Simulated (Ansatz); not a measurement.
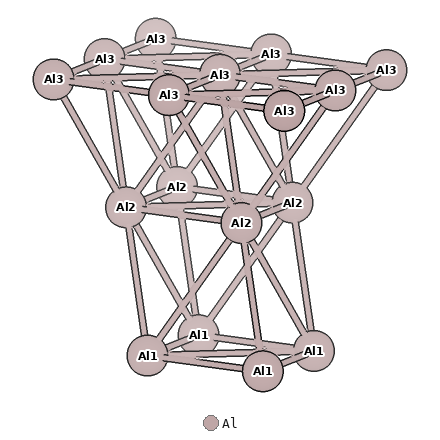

The system is N on an Al(111) slab cut from the Fm-3m phase, its upper half relaxed before the scan (3 atoms of substrate and one adsorbate in a 1 × 1 cell); the picture shows it without the atoms that are moved over the map. N is moved along a line over the surface and along the normal, above a rigid substrate. First axis: position of N4 along the first surface vector, from above Al3. Second axis: height of N4 above the plane of Al3. The grid has 6 × 7 points; 23 points were computed and 11 follow by symmetry. At 8 points there is no value (left out of the scan, as a rule where atoms come close). Points are written as (first, second). Energies are in eV, from the lowest grid point. Energies and slopes of some neighbouring points disagree (a jump in structure or state, or too coarse a mesh). The calculation used Ansatz, DFT PBE, scalar-relativistic, plane waves, PAW. Settings: cutoff 420 eV, k-mesh 9×9×1, gaussian smearing 0.1 eV, spin-polarised.

Range: position of N4 along the first surface vector from 0.00 to 2.38 Å; height of N4 above the plane of Al3 from 0.85 to 3.67 Å.

What landscape does the calculation give?

Answer. The lowest grid point is at (1.43 Å, 0.85 Å) [nearest 2 Al at 1.66 Å]. It lies on the edge of the grid, but the force there points inwards, so the minimum lies inside the range. The highest grid point, (1.43 Å, 3.67 Å) [nearest 2 Al at 3.94 Å], lies 4.16 eV above the lowest.

| second ↓, first → | 0.00 | 0.48 | 0.95 | 1.43 | 1.90 | 2.38 |
| --- | --- | --- | --- | --- | --- | --- |
| 3.67 | 4.16 | 4.16 | 4.16 | 4.16 | 4.16 | 4.16 |
| 2.97 | 3.95 | 3.96 | 3.98 | 3.99 | 3.98 | 3.96 |
| 2.47 | 3.48 | 3.50 | 3.57 | 3.60 | 3.57 | 3.50 |
| 2.07 | 2.60 | 2.66 | 2.83 | 2.89 | 2.83 | 2.66 |
| 1.66 | 2.65 | 2.26 | 1.75 | 1.62 | 1.75 | 2.26 |
| 1.26 | – | – | 1.92 | 0.37 | 1.92 | – |
| 0.85 | – | – | – | 0.00 | – | – |

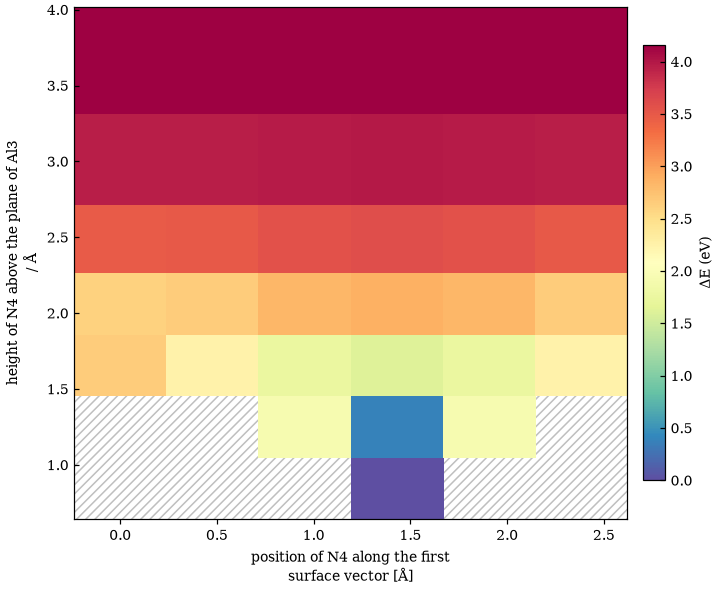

Drawn: one coloured cell a grid point, hatched blanks where no value was computed.

Each point was launched as `ansatz run input.yaml --threads 1 --pin off --max-ram 3072MiB --backend cpu --events-out ev --progress --plain --runs-dir out`. The whole map (23 points run) took 10 min on 1 thread of Intel(R) Xeon(R) Platinum 8259CL CPU @ 2.50GHz (Skylake/Cascade Lake) (shared host).

PAW datasets: the set soft_1.
